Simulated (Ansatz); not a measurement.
Cd (Fm-3m, No. 225): the end point of a relaxation with DFT, LDA (PW92), plane waves (420 eV) with PAW, scalar-relativistic (Ansatz); the starting structure was generated, so it need not be a known form of this composition.

```cif
data_structure
_symmetry_space_group_name_H-M 'P 1'
_symmetry_Int_Tables_number 1
_cell_length_a 4.3058
_cell_length_b 4.3058
_cell_length_c 4.3058
_cell_angle_alpha 90.000
_cell_angle_beta 90.000
_cell_angle_gamma 90.000
_cell_volume 79.83
loop_
_atom_site_label
_atom_site_type_symbol
_atom_site_fract_x
_atom_site_fract_y
_atom_site_fract_z
_atom_site_occupancy
Cd1 Cd 0.00000 0.00000 0.00000 1
Cd2 Cd 0.00000 0.50000 0.50000 1
Cd3 Cd 0.50000 0.00000 0.50000 1
Cd4 Cd 0.50000 0.50000 0.00000 1
```

What will an iDPC-like image along [110] show? Simulated as the projected potential of neutral atoms (B = 0.5 Å²) blurred by a 1.09 Å probe, the thin-sample limit of integrated differential phase contrast. Shot noise and the speckle of an amorphous layer were added.

Answer. The columns repeat on a centred rectangular net of 3.04 × 4.31 Å (plane group c2mm). All columns are alike (Cd). The shortest distance between visible columns is 2.64 Å in projection. Along the beam the structure repeats every 3.04 Å.

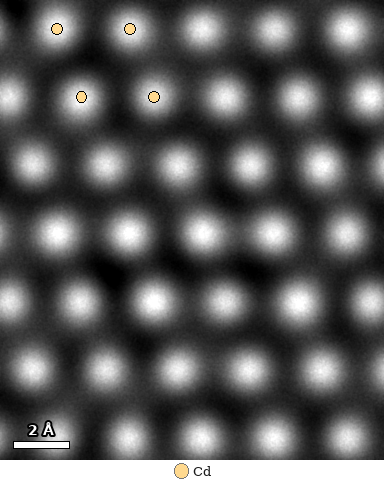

The simulated image, with the columns of the model marked in one corner.
